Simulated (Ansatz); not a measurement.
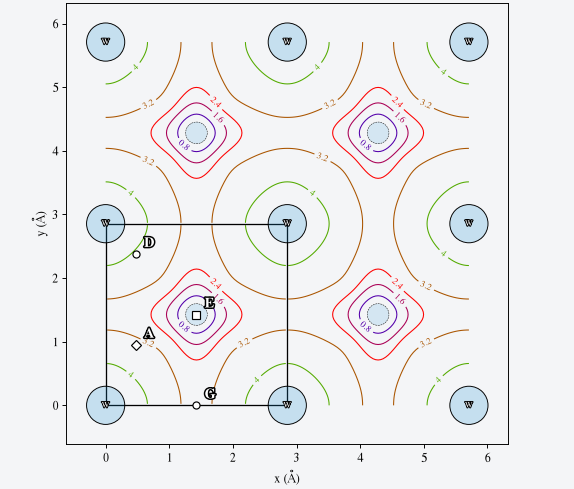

C on a W(100) slab cut from the Fm-3m phase, its upper half relaxed before the scan (3 atoms of substrate and one adsorbate in a 1 × 1 cell). C is moved over the surface cell; relaxed at each place: the height of the adsorbate's atoms; substrate rigid; the origin of the map has the adsorbate above W3. Places are given modulo a cell vector. The map is drawn in real space over the plane of the surface. The grid has 6 × 6 points; 10 points were computed and 26 follow by symmetry. Energies are in eV, from the lowest grid point. With one adsorbate in each 1 × 1 cell, its nearest image is 2.9 Å away, so neighbouring adsorbates interact. Method: DFT PBE, scalar-relativistic, plane waves, PAW (Ansatz 0.2.0). Settings: cutoff 420 eV, k-mesh 9×9×1, gaussian smearing 0.1 eV, no spin polarisation.

In the figure: contour lines labelled in eV, labelled circles for the atoms of the top layer and small ones for the second layer, the outline of one cell of the 2 × 2 shown, lettered points. Between grid points the surface is interpolated.

**Is A the lowest point of the computed grid?**

No. A lies 3.39 eV above the lowest grid point, which is at a fourfold hollow over a second-layer W atom, (3/6, 3/6) of the cell vectors.

**What kind of point is each of A, D, E, G: minimum, saddle, maximum or slope?**

A: on a slope; D: on a slope; E: minimum; G: saddle point. (In these two coordinates alone; a stationary point may lie a little off the grid point.)

PAW datasets: the set soft_1.
